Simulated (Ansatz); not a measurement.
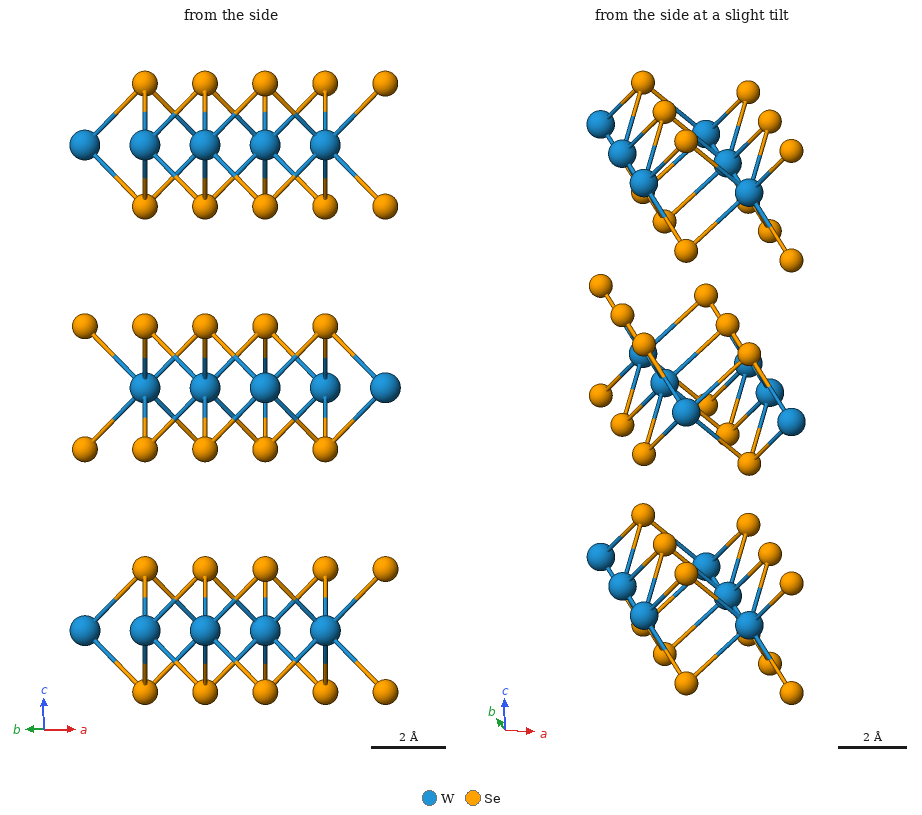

A ball-and-stick picture of a periodic slab, seen from the side and from the side at a slight tilt. The surface normal points up in side views; the vacuum is left out. 2×3 cells are drawn in the plane, with atoms at the edges repeated.

The cell holds 3 W, 6 Se.

Name the terminations.

Answer. The top face ends in Se, the bottom face in Se. The two faces are alike.

How far does the slab extend along the normal?

Answer. About 17 Å from the lowest to the highest atom.

Count the planes and say what each contains, starting at the top.

Answer. Nine planes: Se / W / Se / Se / W / Se / Se / W / Se.

The structure was taken from a structure listed in the Materials Project. The final geometry of a relaxation with DFT PBEsol, scalar-relativistic, plane waves, PAW (Ansatz 0.2.0) is shown.
